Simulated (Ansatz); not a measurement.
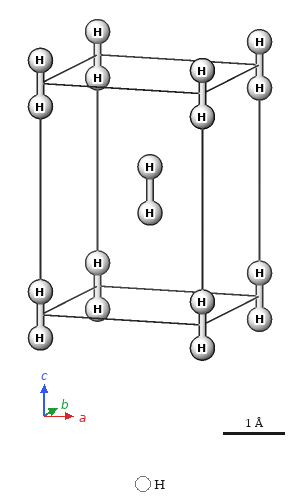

Normal modes of a crystal of H, at the zone centre. A ball-and-stick model of the conventional cell (2 times the calculation's cell), seen slightly off an axis. Lengths and directions refer to the drawn axes.

Theory: DFT LDA, scalar-relativistic, plane waves, PAW (Ansatz 0.2.0). Set-up: plane-wave cutoff 420 eV; k-point mesh 12 × 12 × 12; occupations fixed; no spin polarisation.

Frequencies are those without the non-analytic (LO–TO) term.

### Give the spectrum at this point.

The calculation's cell holds 2 atoms, so there are 3 optical modes, in 2 levels. The optical modes span E_g + A₁g. No level is unstable.

| level | symmetry | frequency (cm⁻¹) | activity |
| --- | --- | --- | --- |
| 1 | E_g | 217 | Raman-active |
| 2 | A₁g | 4084 | Raman-active |

The displacement patterns (one member of each degenerate set):

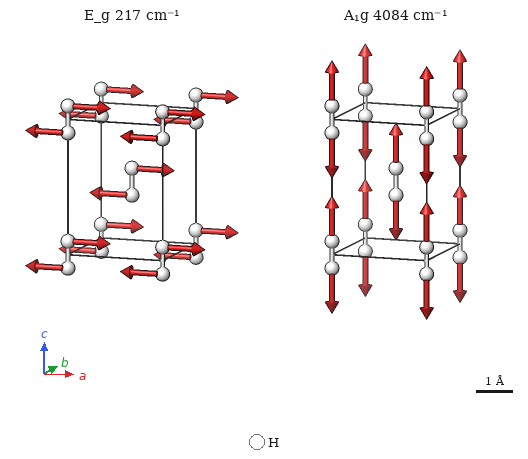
